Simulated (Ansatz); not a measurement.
# TaSi: what the fields show

Input

```
crystal:
  lattice:
    - [3.4292379864, 0.0, 0.0]
    - [-1.7146189932, 2.9698072118, 0.0]
    - [0.0, 0.0, 6.7146763962]
  atoms:
    - { symbol: Ta, position: [0.3333333333, 0.6666666667, 0.8459511165] }
    - { symbol: Ta, position: [0.6666666667, 0.3333333333, 0.1540488835] }
    - { symbol: Si, position: [0.3333333333, 0.6666666667, 0.4075703654] }
    - { symbol: Si, position: [0.6666666667, 0.3333333333, 0.5924296346] }
basis:
  ecutwfc: 420
kpoints:
  mp_grid: { grid: [18, 18, 8] }
hamiltonian:
  xc: pbe
scf:
  occupations: { method: gaussian, width: 0.1 }
output:
  forces: true
  stress: true
  eigenvalues: true
  write_density: true
  write_potential: true
  elf: true
  volumetric_format: npy
relax:
  adjacent_minimum: "off"
  f_tol: 0.01
  max_steps: 80
  cell: { stress_tol: 0.05 }
```

Launched as:

```sh
ansatz run input.yaml --threads 1 --pin off --max-ram 2560MiB --backend cpu --events-out ev --progress --plain --runs-dir out
```

Below, planes, directions and counts refer to the conventional cell (a = 3.43 Å, b = 3.43 Å, c = 6.70 Å, α = 90.00°, β = 90.00°, γ = 120.00°).

The fields are those of the relaxed geometry.

Space group P-3m1; a structure generated by program, which may or may not match a known phase.

Method: Ansatz 0.2.0, DFT PBE, scalar-relativistic, plane waves, PAW.

The density is the valence pseudo-density of a PAW calculation; it isn't the true density close to the nuclei.

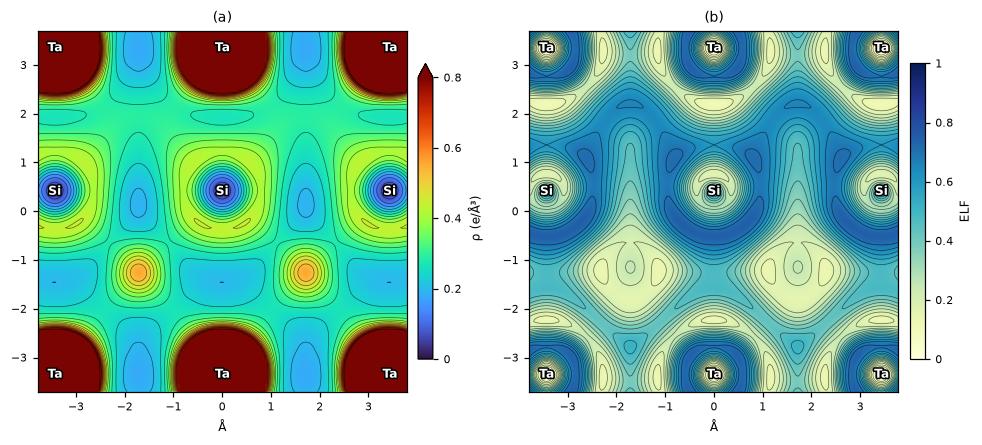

Figure 1. (a) valence pseudo-density; (b) ELF on the (100) plane of the conventional cell.

> Interpret the plot.

The section cuts through Ta and Si sites.
Ta–Si (2.94 Å): ρ is about 0.27 e/Å³ halfway; the ELF peaks at about 0.60 in the valence shell of Si, 1.0 Å from its nucleus, and is about 0.30 at the midpoint.
Between the atoms the lowest density in this plane is 0.18 e/Å³.
The features right at Ta lie inside the PAW spheres, where the map follows smoothed inner orbitals and isn't to be read closely.

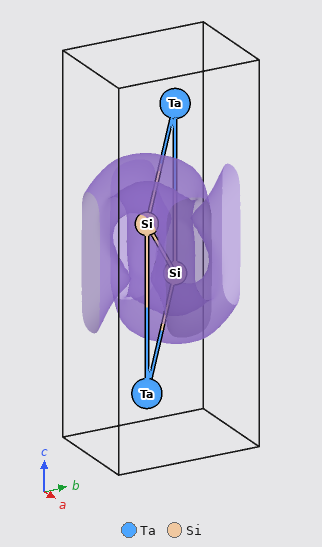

Figure 2. Isosurface of the electron localisation function at 0.65 (purple), seen slightly off an axis. Core shells and regions of very low density are left out. Sticks mark near contacts.

> Describe the localisation domains.

The ELF exceeds this value in sheets that run through the cell in two directions, counted in one cell of 4 atoms. Regions shared between cells count once. Along the contacts the grid gives the following. Si–Si (2.34 Å): the ELF peaks at about 0.85 between the atoms. Ta–Si (2.61 Å): the ELF peaks at about 0.75 in the valence shell of Si, 0.9 Å from its nucleus, and is about 0.40 at the midpoint.

> Does the calculation give a band gap?

It is metallic or semimetallic at this level of theory: no gap opens.
